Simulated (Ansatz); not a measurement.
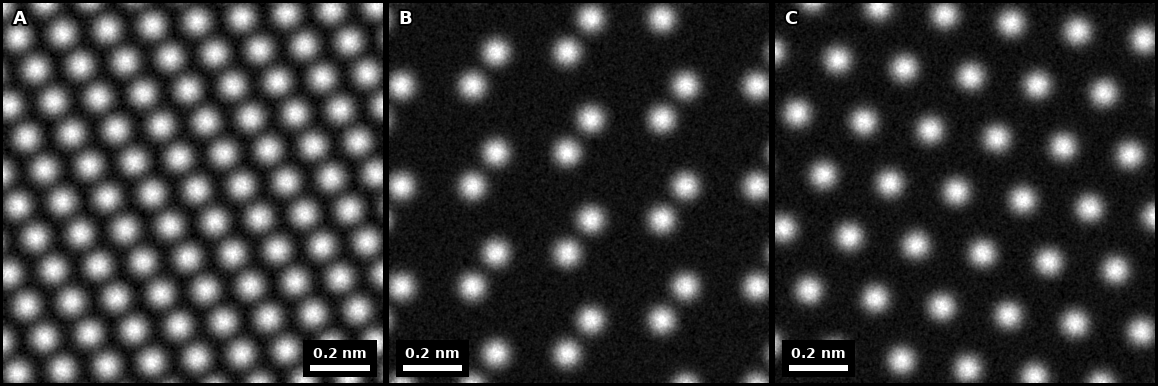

Three views of Re (Fd-3m, No. 227) along different zone axes. Simulation: incoherent imaging, intensity Z^1.8 per atom, probe width 0.61 Å, thin sample. The display is stretched by a gamma of 0.65; percentages refer to the linear signal. Shot noise was added. Atomic positions: coordinates from a relaxation with DFT, r2SCAN, plane waves (500 eV) with PAW, scalar-relativistic (Ansatz); the starting structure was generated, so it need not be a known form of this composition.

```cif
data_structure
_symmetry_space_group_name_H-M 'P 1'
_symmetry_Int_Tables_number 1
_cell_length_a 5.6158
_cell_length_b 5.6158
_cell_length_c 5.6158
_cell_angle_alpha 90.000
_cell_angle_beta 90.000
_cell_angle_gamma 90.000
_cell_volume 177.11
loop_
_atom_site_label
_atom_site_type_symbol
_atom_site_fract_x
_atom_site_fract_y
_atom_site_fract_z
_atom_site_occupancy
Re1 Re 0.75000 0.75000 0.75000 1
Re2 Re 0.00000 0.50000 0.00000 1
Re3 Re 0.75000 0.25000 0.25000 1
Re4 Re 0.00000 0.00000 0.50000 1
Re5 Re 0.25000 0.75000 0.25000 1
Re6 Re 0.50000 0.50000 0.50000 1
Re7 Re 0.25000 0.25000 0.75000 1
Re8 Re 0.50000 0.00000 0.00000 1
```

Match the panels to the zone axes [110], [111] and [210].

Answer. A is [210]: projected cell 1.26 × 1.54 Å, 114°, plane group c2mm. B is [110]: projected cell 3.44 × 3.44 Å, 109°, plane group c2mm. C is [111]: projected cell 2.29 × 2.29 Å, 120°, plane group p6mm.
